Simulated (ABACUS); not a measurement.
# Si: band-structure run (part 1 of 2)

System: Si (2 atoms in the cell).
Method: Kohn-Sham DFT of a periodic cell, PBE, SG15 ONCV 1.2 PBE, no spin polarisation (ABACUS 3.10.1).

The structure derives from a Materials Project entry.

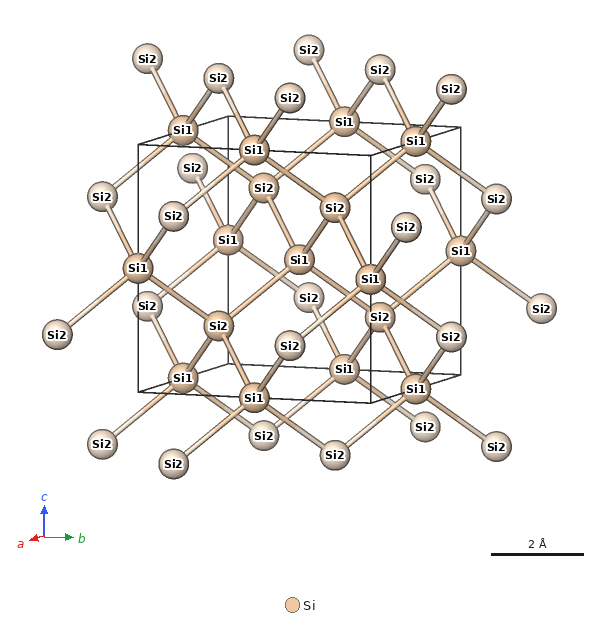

Fig. 1: The input geometry (ball-and-stick view of the cell 4 times as large as that of the calculation, set on its symmetry axes, seen slightly off an axis; neighbours outside the cell are drawn fainter; atoms are numbered from 1 in the order of the input). Near neighbours in the crystal (not all of them lie inside the picture): Si has 4 Si at 2.36 Å.

Input
```
INPUT_PARAMETERS
suffix              Si
calculation         scf
basis_type          lcao
pseudo_dir          ./
orbital_dir         ./
symmetry            1
dft_functional      pbe
ecutwfc             100
pseudo_rcut         7
nspin               1
nbands              8
ks_solver           genelpa
smearing_method     fd
smearing_sigma      0.00367493
scf_thr             1e-07
scf_nmax            100
mixing_type         broyden
mixing_beta         0.7
cal_force           1
cal_stress          1
out_mul             1
out_chg             1
out_pot             2
out_elf             1
```

File STRU
```
ATOMIC_SPECIES
Si 28.0850 Si_ONCV_PBE-1.2.upf

NUMERICAL_ORBITAL
Si_confined-atom_7au_1s1p.orb

LATTICE_CONSTANT
1.8897261246

LATTICE_VECTORS
0.0000000000 2.7218511865 2.7218511865
2.7218511865 0.0000000000 2.7218511865
2.7218511865 2.7218511865 0.0000000000

ATOMIC_POSITIONS
Cartesian

Si
0.0
2
2.7218511865 2.7218511865 2.7218511865 1 1 1
4.0827767798 4.0827767798 4.0827767798 1 1 1
```

File KPT
```
K_POINTS
0
Gamma
7 7 7 0 0 0
```

Launch command:
```bash
OMP_NUM_THREADS=1 mpirun -np 4 abacus > log
```

Log
```
ABACUS v3.10.1

               Atomic-orbital Based Ab-initio Computation at UStc

 ------------------------------------------------------------------------------------

 READING GENERAL INFORMATION
                           global_out_dir = OUT.Si/
                           global_in_card = INPUT
                               pseudo_dir = ./
                              orbital_dir = ./
                                    DSIZE = 4
                                    GSIZE = 1

 READING UNITCELL INFORMATION
                                    ntype = 1
                  lattice constant (Bohr) = 1.88973
              lattice constant (Angstrom) = 1

 READING ATOM TYPE 1
                               atom label = Si
                      L=0, number of zeta = 1
                      L=1, number of zeta = 1
             number of atom for this type = 2

                        TOTAL ATOM NUMBER = 2
CARTESIAN COORDINATES ( UNIT =       1.889726124600 Bohr ).
    atom                   x                   y                   z     mag                  vx                  vy                  vz
tauc_Si1            2.7218511865        2.7218511865        2.7218511865  0.0000        0.0000000000        0.0000000000        0.0000000000
tauc_Si2            4.0827767798        4.0827767798        4.0827767798  0.0000        0.0000000000        0.0000000000        0.0000000000

                          Volume (Bohr^3) = 272.157
                             Volume (A^3) = 40.3295

 Lattice vectors: (Cartesian coordinate: in unit of a_0)
                   +0            +2.72185            +2.72185
             +2.72185                  +0            +2.72185
             +2.72185            +2.72185                  +0
 Reciprocal vectors: (Cartesian coordinate: in unit of 2 pi/a_0)
            -0.183699           +0.183699           +0.183699
            +0.183699           -0.183699           +0.183699
            +0.183699           +0.183699           -0.183699
 The esolver type has been set to : ksdft_lcao

                PAO radial cut off (Bohr) = 7

 Read in pseudopotential file is Si_ONCV_PBE-1.2.upf
                     pseudopotential type = NC
          exchange-correlation functional = PBE
                 nonlocal core correction = 0
                        valence electrons = 4
                                     lmax = 1
                           number of zeta = 0
                     number of projectors = 4
                           L of projector = 0
                           L of projector = 0
                           L of projector = 1
                           L of projector = 1
     initial pseudo atomic orbital number = 0

 SETUP THE ELECTRONS NUMBER
            electron number of element Si = 4
      total electron number of element Si = 8
            AUTOSET number of electrons:  = 8
                           occupied bands = 4
                                   NLOCAL = 8
                                   NBANDS = 8
                                   NBANDS = 8
                                   NLOCAL = 8

 SETUP THE PLANE WAVE BASIS
 energy cutoff for charge/potential (unit:Ry) = 400
            fft grid for charge/potential = [ 48, 48, 48 ]
                        fft grid division = [ 4, 4, 4 ]
        big fft grid for charge/potential = [ 12, 12, 12 ]
                                     nbxx = 432
                                     nrxx = 27648

 SETUP PLANE WAVES FOR CHARGE/POTENTIAL
                    number of plane waves = 36685
                         number of sticks = 1459

 PARALLEL PW FOR CHARGE/POTENTIAL
     PROC   COLUMNS(POT)             PW
        1            365           9172
        2            365           9172
        3            364           9170
        4            365           9171
 --------------- sum -------------------
        4           1459          36685
                            number of |g| = 358
                                  max |g| = 36.1748
                                  min |g| = 0

----------- Double Check Mixing Parameters Begin ------------
mixing_type: broyden
mixing_beta: 0.7
mixing_gg0: 1
mixing_gg0_min: 0.1
mixing_ndim: 8
----------- Double Check Mixing Parameters End ------------

 LATTICE VECTORS: (CARTESIAN COORDINATE: IN UNIT OF A0)
                   +0            +2.72185            +2.72185
             +2.72185                  +0            +2.72185
             +2.72185            +2.72185                  +0
                       right hand lattice = 1
                                   NORM_A = 3.84928
                                   NORM_B = 3.84928
                                   NORM_C = 3.84928
                           ALPHA (DEGREE) = 60
                           BETA  (DEGREE) = 60
                           GAMMA (DEGREE) = 60

 The lattice vectors have been changed (STRU_SIMPLE.cif)

(for optimal symmetric configuration:)
                             BRAVAIS TYPE = 3
                     BRAVAIS LATTICE NAME = 03. Cubic F (face-centered)
                                    ibrav = 3
                                    IBRAV = 3
                                  BRAVAIS = FACE CENTERED CUBIC
                       LATTICE CONSTANT A = 5.4437
Original cell was already a primitive cell.
                        ROTATION MATRICES = 48
              PURE POINT GROUP OPERATIONS = 24
                   SPACE GROUP OPERATIONS = 48
                                       C2 = 3
                                       C3 = 8
                                       C4 = 0
                                       C6 = 0
                                       S1 = 6
                                       S3 = 0
                                       S4 = 6
                                       S6 = 0
                              POINT GROUP = T_d
               POINT GROUP IN SPACE GROUP = O_h

 SETUP K-POINTS
                                    nspin = 1
                   Input type of k points = Monkhorst-Pack(Gamma)
                                   nkstot = 343
                       right hand lattice = 1
(for reciprocal lattice: )
                             BRAVAIS TYPE = 2
                     BRAVAIS LATTICE NAME = 02. Cubic I (body-centered)
                                    ibrav = 2
                       right hand lattice = 1
(for k-lattice: )
                             BRAVAIS TYPE = 2
                     BRAVAIS LATTICE NAME = 02. Cubic I (body-centered)
                                    ibrav = 2
                       right hand lattice = 1
                        ROTATION MATRICES = 48
                               nkstot_ibz = 20
K-POINTS REDUCTION ACCORDING TO SYMMETRY
     IBZ    DIRECT_X    DIRECT_Y    DIRECT_Z  WEIGHT  ibz2bz
       1  0.00000000  0.00000000  0.00000000  0.0029       0
       2  0.14285714  0.14285714  0.14285714  0.0233       1
       3  0.28571429  0.28571429  0.28571429  0.0233       2
       4  0.42857143  0.42857143  0.42857143  0.0233       3
       5  0.14285714  0.14285714  0.00000000  0.0175       8
       6  0.28571429  0.14285714  0.28571429  0.0700       9
       7  0.42857143  0.28571429  0.42857143  0.0700      10
       8 -0.42857143  0.42857143  0.42857143  0.0700      11
       9  0.42857143  0.28571429  0.28571429  0.0700      12
      10  0.28571429  0.14285714  0.14285714  0.0350      13
      11  0.28571429  0.28571429  0.00000000  0.0175      16
      12  0.42857143  0.42857143  0.14285714  0.0700      17
      13 -0.28571429  0.42857143  0.42857143  0.0700      18
      14 -0.42857143  0.28571429  0.28571429  0.0350      19
      15  0.42857143  0.42857143  0.00000000  0.0175      24
      16 -0.14285714  0.42857143  0.42857143  0.0350      25
      17  0.42857143  0.28571429  0.14285714  0.0700      66
      18 -0.42857143  0.42857143  0.28571429  0.1399      67
      19 -0.42857143  0.42857143  0.14285714  0.0700      74
      20 -0.28571429  0.42857143  0.28571429  0.0700      75

                               nkstot now = 20
[... K-POINTS DIRECT COORDINATES: 20 rows ...]

           k-point number in this process = 20
       minimum distributed K point number = 20
[... stars of the k points ...]

[... K-POINTS CARTESIAN COORDINATES: 20 rows ...]

[... K-POINTS DIRECT COORDINATES: 20 rows ...]

 SETUP PLANE WAVES FOR WAVE FUNCTIONS
     energy cutoff for wavefunc (unit:Ry) = 100
              fft grid for wave functions = [ 48, 48, 48 ]
                    number of plane waves = 5961
                         number of sticks = 433

 PARALLEL PW FOR WAVE FUNCTIONS
     PROC   COLUMNS(POT)             PW
        1            109           1492
        2            108           1489
        3            108           1489
        4            108           1491
 --------------- sum -------------------
        4            433           5961

 SET NONLOCAL PSEUDOPOTENTIAL PROJECTORS
 max number of nonlocal projetors among all species is 4

 -------------------------------------------
 SELF-CONSISTENT
 -------------------------------------------

 SETUP SEARCHING RADIUS FOR PROGRAM TO SEARCH ADJACENT ATOMS
                  longest orb rcut (Bohr) = 7
   longest nonlocal projector rcut (Bohr) = 3.64
                     search radius (Bohr) = 21.3
              searching radius is (Bohr)) = 21.3
         searching radius unit is (Bohr)) = 1.89
                         PeriodicBoundary = 1
                        Radius(unit:lat0) = 11.3
                                   glayer = [ 5, 5, 5 ]
                             glayer_minus = [ 4, 4, 4 ]

Find the coordinate range of the input atom(unit:lat0).
                                  min_tau = [ -19.1, -19.1, -19.1 ]
                                  max_tau = [ 25.9, 25.9, 25.9 ]
                                BoxNumber = [ 9, 9, 9 ]

 SETUP EXTENDED REAL SPACE GRID FOR GRID INTEGRATION
                          real space grid = [ 48, 48, 48 ]
                 big cell numbers in grid = [ 12, 12, 12 ]
             meshcell numbers in big cell = [ 4, 4, 4 ]
                        extended fft grid = [ 15, 15, 15 ]
                dimension of extened grid = [ 43, 43, 43 ]
                            UnitCellTotal = 125
              Atom number in sub-FFT-grid = 2
    Local orbitals number in sub-FFT-grid = 8
                                ParaV.nnr = 1320
                                 init_chg = atomic

 LCAO ALGORITHM --------------- ION=   1  ELEC=   1--------------------------------

 Density error is 0.0722971068197
----------------------------------------------------------
     Energy           Rydberg                 eV
```
